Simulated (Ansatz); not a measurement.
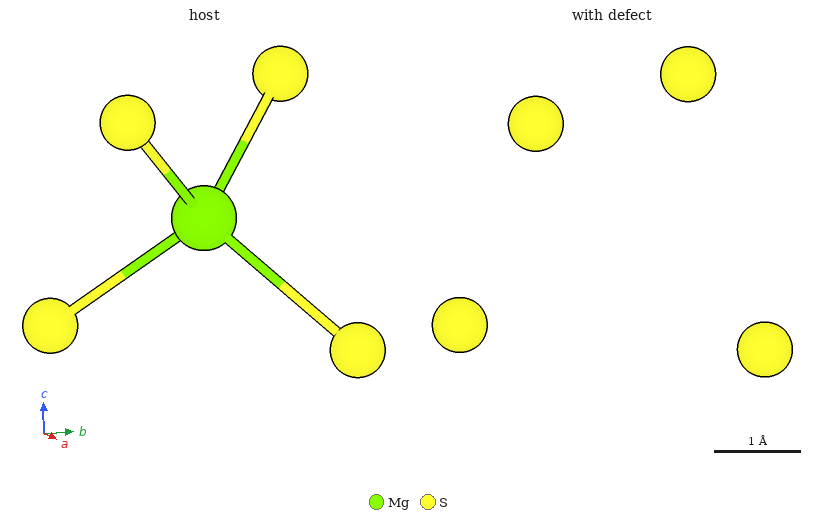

Left: perfect MgS. Right: the same region with one point defect, after relaxing the atoms in a supercell of 64 sites. Style: ball-and-stick. Shown: the atoms within 3.3 Å of one point, slightly off an axis.

These are results of DFT, PBEsol, PAW, plane waves in Ansatz, not measurements. (plane-wave cutoff 420 eV; k-point mesh 1 × 1 × 1; mesh shifted by (0.25, 0.25, 0.25); no spin polarisation) Fermi-Dirac smearing of 0.01 eV. A uniform background neutralises the charged cell. The axes drawn are those of the host's conventional cell.

What kind of defect was made?

Answer. A magnesium atom is taken out (a vacancy).

The charge state of the cell is −2.

How does the lattice respond?

Answer. Around the empty Mg site the host had 4 S at 2.45 Å; after relaxation the nearest atoms are 4 S at 2.42 to 2.44 Å. Of the host's atoms, a magnesium atom moves furthest from its site, by 0.09 Å.

Limits of the set-up: the cell is charged, on a uniform background, and energies carry no finite-size correction.
